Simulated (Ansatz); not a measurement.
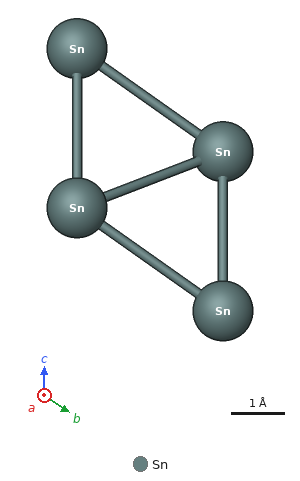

Energy scan for solid Sn (Immm), in which the cell is strained in shear in the xy plane, with the atoms kept at their fractional coordinates. x, y and z are the Cartesian axes of the input. The picture shows the reference cell. Style: ball-and-stick. Shown: the cell of the calculation, along the a axis.

Method: Ansatz 0.2.0, DFT PBEsol, scalar-relativistic, plane waves, PAW. (plane-wave cutoff 420 eV; k-point mesh 20 × 20 × 20; occupations gaussian; smearing width 0.15 eV; no spin polarisation). Energies (free energies at the smearing named) are counted from the cell as listed in its source, which wasn't relaxed.

```
CELL_PARAMETERS angstrom
-1.72654 1.77555 2.33834
1.72654 -1.77555 2.33834
1.72654 1.77555 -2.33834
ATOMIC_POSITIONS crystal
Sn 0.00000 0.00000 0.00000
```

Q: Predict the energy profile (the strain: −0.1000, −0.0750, −0.0500, −0.0250, 0.0000, 0.0250, 0.0375, 0.0500, 0.0625, 0.0750, 0.0875, 0.1000).

A:
| engineering shear strain | E − E(ref) (meV/atom) |
| --- | --- |
| −0.1000 | 0.66 |
| −0.0750 | 0.35 |
| −0.0500 | 0.16 |
| −0.0250 | 0.03 |
| 0.0000 | 0.00 |
| 0.0250 | 0.03 |
| 0.0375 | 0.08 |
| 0.0500 | 0.16 |
| 0.0625 | 0.25 |
| 0.0750 | 0.35 |
| 0.0875 | 0.47 |
| 0.1000 | 0.66 |

Points that are alike by symmetry were computed once.

The lowest computed point lies at the strain 0.00 (0.00 meV/atom). At the ends of the scan the energy is 0.66 meV/atom (−0.10) and 0.66 meV/atom (0.10). The unrelaxed reference is under a pressure of −3.6 GPa. The distortion takes the space group from Immm to C2/m. At the strain −0.10 the cell of the drawing goes a 3.406 → 3.497 Å, b 3.406 → 3.497 Å, c 3.406 → 3.317 Å, γ 93.3° → 96.1°.
